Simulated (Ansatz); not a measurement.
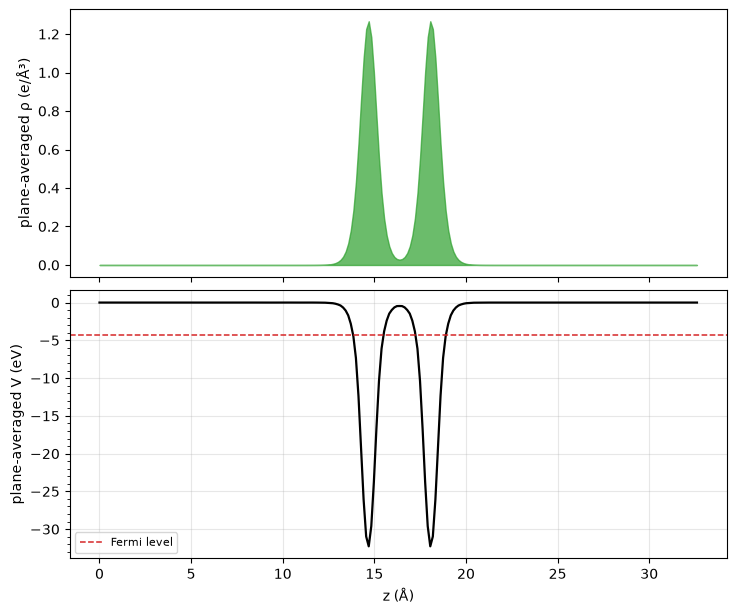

Figure. C (slab). Plane average of the electrostatic potential energy of an electron and of the valence charge density (pseudo) across the slab.

Changed on purpose from its base cell (strain along x +0.008, atoms relaxed).

These are results of DFT PBE+D3(BJ), scalar-relativistic, plane waves, PAW in Ansatz, not measurements.

The density is the valence pseudo-density of a PAW calculation; it isn't the true density close to the nuclei.

Question: How far above the Fermi level of the calculation is the vacuum level?

Answer: 4.3 eV.

Question: How thick is the slab, and how wide the vacuum?

Answer: The outermost nuclei are 3.4 Å apart, in 2 atomic planes; the vacuum between periodic images is 29.3 Å wide.
